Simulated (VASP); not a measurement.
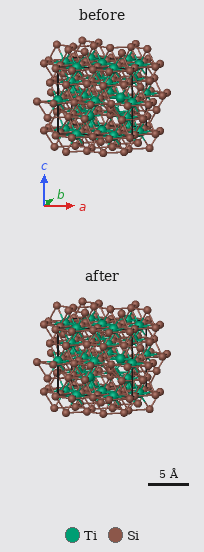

The structure of a defect cell of composition Ti$_{16}$Si$_{31}$ before (top) and after (bottom) a relaxation, at one scale.

Style: ball-and-stick. Shown: the cell of the calculation, slightly off an axis.

The run lets the atoms move in a fixed cell.

Method: Kohn-Sham DFT of a periodic cell, PBE, VASP PAW PBE potentials, recommended (VASP 6.6.1).

The input:
```
SYSTEM = Ti16Si31
PREC = Accurate
ENCUT = 520
EDIFF = 1E-6
ISMEAR = 1
SIGMA = 0.1
LREAL = .False.
LASPH = .True.
NELM = 80
ALGO = Normal
ISIF = 2
LWAVE = .False.
LCHARG = .False.
GGA = PE
IBRION = 2
NSW = 60
EDIFFG = -0.01
```

Command:
```bash
cat potpaw_PBE.64/Ti_sv/POTCAR potpaw_PBE.64/Si/POTCAR > POTCAR
mpirun -np 8 vasp_std > vasp.out
```

**Summarise the run.**

The energy falls by 0.480 eV per cell of the calculation in 15 geometry steps. The largest force component goes from 1.6 to 0.0044 eV/Å. The largest moves, 0.12 Å, are those of Ti atoms. By element the largest moves are Ti 0.12 Å, Si 0.10 Å. The cell doesn't change. Near-neighbour distances that change, for instance: Si–Ti 2.323 → 2.441 Å, Si–Si 2.751 → 2.646 Å, Ti–Ti 3.194 → 3.092 Å, Si–Ti 2.743 → 2.830 Å. It ran on 8 threads of Intel(R) Xeon(R) Platinum 8559C (Emerald Rapids), on a shared host.

Limits of the set-up: the periodic images lie only 8.2 Å apart, so the values are limited by the cell's size.
